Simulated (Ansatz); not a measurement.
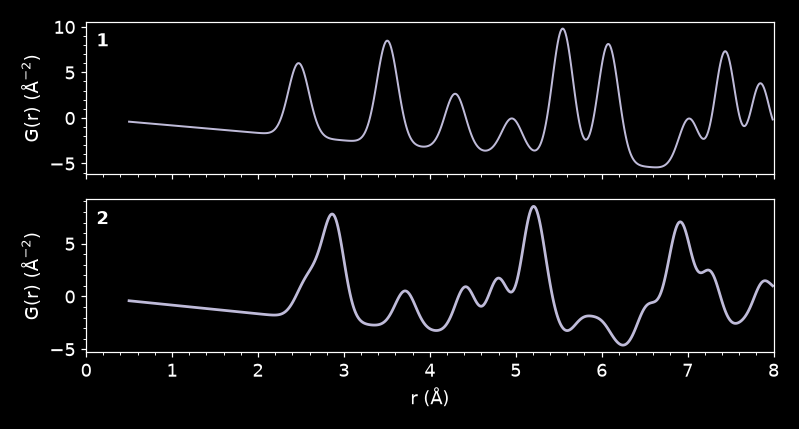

Simulated X-ray pair distribution function, G(r) = R(r)/r − 4πρ₀r, summed over the atomic distances of the structure with each pair weighted by the product of the atomic numbers (X-ray weights at Q = 0); every distance is a Gaussian of σ = 0.12 Å.

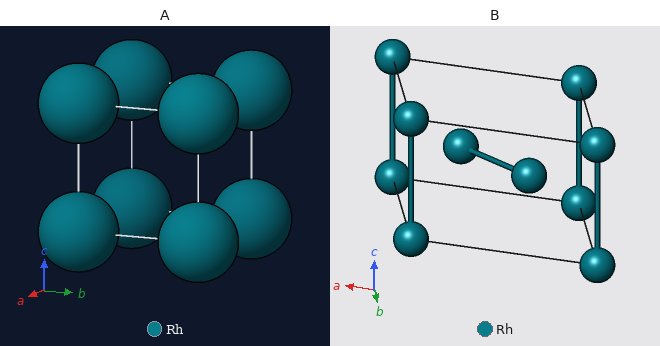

Candidate polymorphs:

A. Rh, a = 2.481 Å, b = 2.481 Å, c = 2.481 Å, α = 90.00°, β = 90.00°, γ = 90.00°, Pm-3m

B. Rh, a = 4.417 Å, b = 4.417 Å, c = 2.713 Å, α = 90.00°, β = 90.00°, γ = 120.00°, P6/mmm

Origins: A, the input geometry of an electronic-structure calculation (not necessarily at equilibrium); the starting structure was generated, so it need not be a known form of this composition; B, coordinates from a relaxation with Ansatz 0.2.0, DFT, BLYP, plane waves (420 eV) with PAW, scalar-relativistic; the starting structure was generated, so it need not be a known form of this composition.

### Match each curve to its structure.

curve 1 is A (Rh, first clear peaks at 2.47 Å (Rh–Rh) and 3.51 Å (Rh–Rh)); curve 2 is B (Rh, first clear peaks at 2.86 Å (Rh–Rh) and 3.72 Å (Rh–Rh)).
